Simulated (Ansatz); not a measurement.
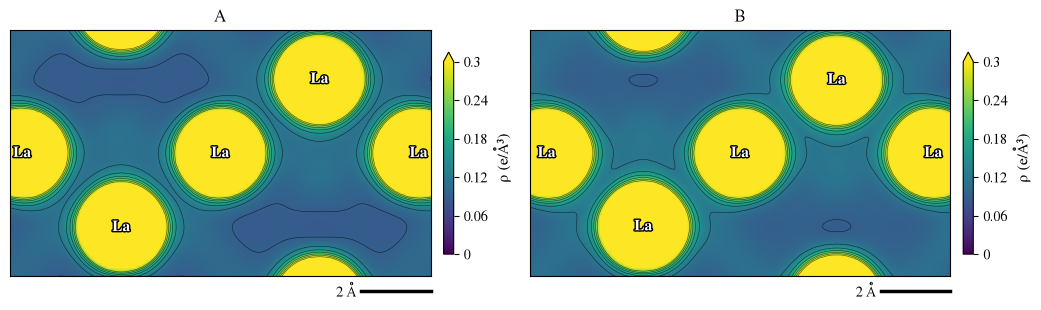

La. The valence charge density (pseudo) of two cells that differ in size and shape, on the (110) plane of each (indices in the axes of the calculation cell), at one length scale and on one colour scale; one has 32.4 and the other 33.8 Å³ an atom.

Method: DFT PBEsol, scalar-relativistic, plane waves, PAW (Ansatz 0.2.0).

Core electrons are frozen (PAW), and the valence fields are smoothed inside the atomic spheres.

The larger cell:

```yaml
crystal:
  lattice:
    - [3.69790, 0.00000, 0.00000]
    - [-1.84895, 3.20248, 0.00000]
    - [0.00000, 0.00000, 11.42980]
  atoms:
    - { symbol: La, position: [0.00000, 0.00000, 0.00000] }
    - { symbol: La, position: [0.00000, 0.00000, 0.50000] }
    - { symbol: La, position: [0.33333, 0.66667, 0.25000] }
    - { symbol: La, position: [0.66667, 0.33333, 0.75000] }
```

The smaller cell: a = 3.661 Å, b = 3.661 Å, c = 11.149 Å, α = 90.00°, β = 90.00°, γ = 120.00°.

> Which is the denser cell? Describe the effect of the change.

Panel B is the smaller cell, by 4 % in volume. From the larger cell to the smaller, La–La goes from 3.57 to 3.50 Å, and the density at its midpoint from 0.12 to 0.13 e/Å³; the pressure goes from 0.2 to 1.5 GPa.
